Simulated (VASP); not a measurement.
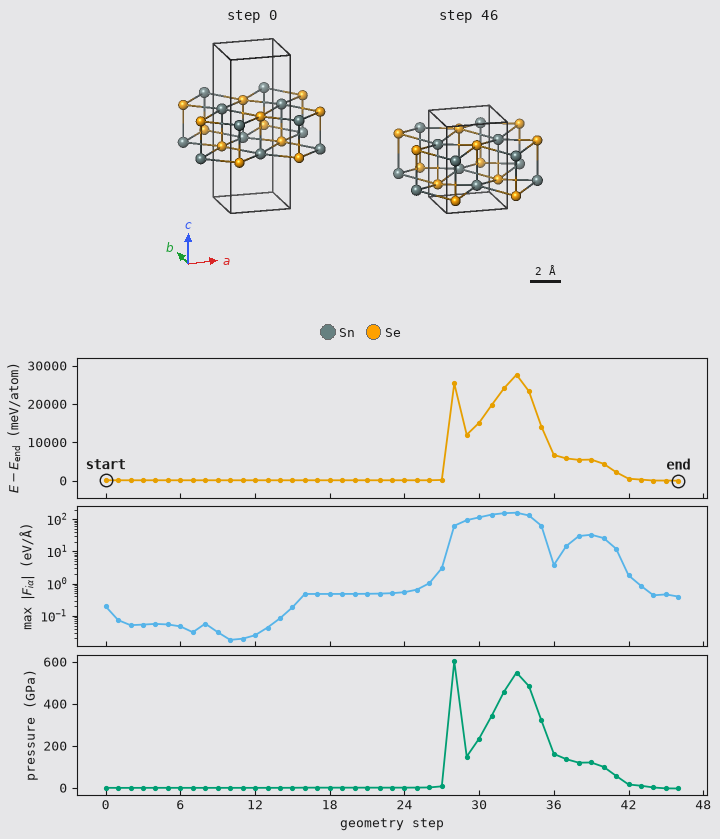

First and last geometry of a relaxation of solid SnSe (set up in P4/nmm), with the history of the run. A ball-and-stick model of the cell of the calculation, seen slightly off an axis.

The run lets cell and atoms move.

Theory: Kohn-Sham DFT of a periodic cell, PBE with D3(BJ), VASP PAW PBE potentials, recommended in VASP.

The input:
```
PREC     = Accurate       # precision mode
ENCUT    = 600            # plane-wave cutoff, eV
EDIFF    = 1E-7           # SCF threshold, eV
ISMEAR   = 0              # smearing method
SIGMA    = 0.02           # smearing width, eV
LREAL    = F              # projectors in reciprocal space
LASPH    = T              # aspherical terms in the spheres
NELM     = 80             # most SCF steps
ALGO     = Normal         # electronic algorithm
ISIF     = 3              # what is computed and relaxed
LWAVE    = F              # write WAVECAR
LCHARG   = F              # write CHGCAR
GGA      = PE             # functional
IVDW     = 12             # dispersion correction
IBRION   = 2              # ionic algorithm
NSW      = 90             # ionic steps
EDIFFG   = -0.005         # ionic threshold
```

Run as
```bash
cat potpaw_PBE.64/Sn_d/POTCAR potpaw_PBE.64/Se/POTCAR > POTCAR
mpirun -np 1 vasp_std > vasp.out
```

**Did the run converge, and what did it change?**

The run was cut off at its time limit before the relaxation converged, so the last structure is only a point on the way. After 46 geometry steps the energy has fallen by 101 meV per atom. The largest force component goes from 0.2 to 0.4 eV/Å. Pressure: 0.11 GPa at the start and −3.01 GPa at the end. The largest moves relative to the cell, 0.89 Å, are those of Se atoms. Largest moves by element: Se 0.89 Å, Sn 0.47 Å. The drawn cell changes as follows: a = b 4.285 → 4.339 Å (+1.3 %), c 10.991 → 6.195 Å (−43.6 %); the volume changes by −42.2 %. Among the contacts that change: Se–Sn 8.311 → 3.326 Å, Se–Sn 2.680 → 2.869 Å, Se–Sn 3.033 → 3.088 Å. Bond angles that change, for instance: Sn–Se–Sn 92.4° → 83.5°, Se–Sn–Se 87.6° → 96.5°, Se–Sn–Se 175.1° → 166.9°. The space group stays P4/nmm (No. 129). At step 33 the optimiser overshot: the energy rose above the start, and later steps came back. The volume changes by over a tenth within one run on a fixed set of plane waves, so the end point should be relaxed again from the new cell. It ran on 1 thread of Intel(R) Xeon(R) Platinum 8259CL CPU @ 2.50GHz (Skylake/Cascade Lake) (shared host).
